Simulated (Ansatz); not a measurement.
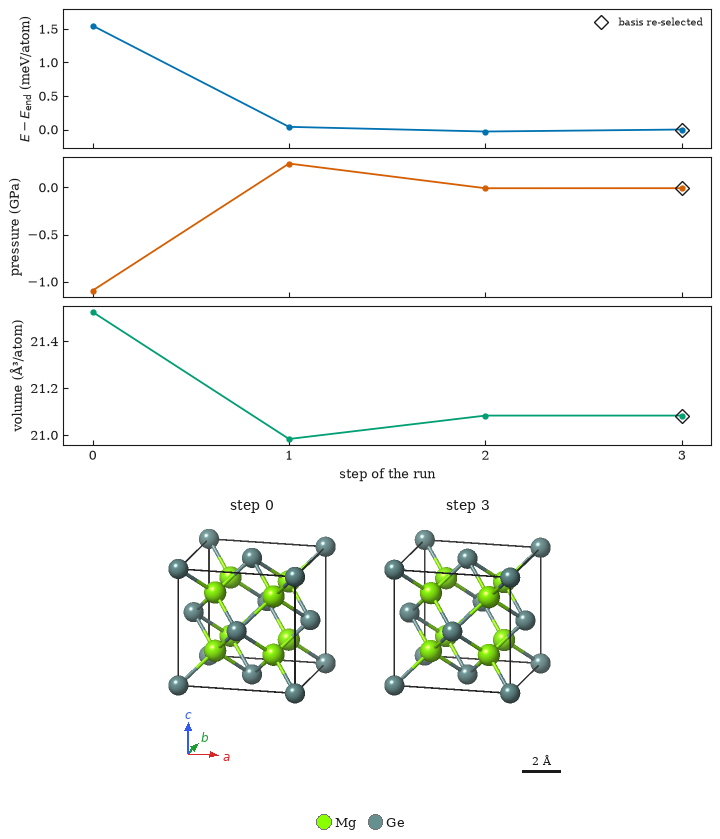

First and last geometry of a relaxation of crystalline Mg2Ge (set up in Fm-3m), with the history of the run. Style: ball-and-stick. Shown: the conventional cell (4 times the calculation's cell), slightly off an axis. Lengths and directions refer to the drawn axes.

Level of theory: Ansatz 0.2.0, DFT PBE+D3(BJ), scalar-relativistic, plane waves, PAW.

Input file:
```yaml
crystal:
  lattice:
    - [0.0, 3.18429589, 3.18429589]
    - [3.18429589, 0.0, 3.18429589]
    - [3.18429589, 3.18429589, 0.0]
  atoms:
    - { symbol: Mg, position: [0.75, 0.75, 0.75] }
    - { symbol: Mg, position: [0.25, 0.25, 0.25] }
    - { symbol: Ge, position: [0.0, 0.0, 0.0] }
basis:
  ecutwfc: 420
kpoints:
  mp_grid: { grid: [10, 10, 10] }
hamiltonian:
  xc: pbe
  dispersion: d3bj
scf:
  occupations: { method: gaussian, width: 0.01 }
output:
  forces: true
  stress: true
  eigenvalues: true
  write_density: true
  write_potential: true
  elf: true
  volumetric_format: npy
relax:
  adjacent_minimum: "off"
  f_tol: 0.01
  max_steps: 80
  cell: { stress_tol: 0.05 }
```

Command:
```bash
ansatz run input.yaml --threads 1 --pin off --max-ram 2048MiB --backend cpu --events-out ev --progress --plain --runs-dir out
```

Q: What do the curves and the structures tell?

A: It converged. The atoms keep their places relative to the cell (all moves are under 0.005 Å). The volume changes by −2.1 %, with a = b = c 6.369 → 6.325 Å (−0.7 %). Among the contacts that change: Mg1–Ge3 2.758 → 2.739 Å. The space group stays Fm-3m (No. 225). Over 2 accepted moves (3 points after the start) the energy falls by 1.5 meV per atom. All forces vanish by symmetry, so only the cell relaxes. Pressure: −1.09 GPa at the start and −0.01 GPa at the end. The SCF was repeated once at an unchanged geometry on a basis and grid sized afresh for the cell, which shifted the energy by less than 0.05 meV per atom at most. The run took 7 s on 1 thread of Intel(R) Xeon(R) 6975P-C (Granite Rapids), on a shared host, peak memory 0.41 GiB.
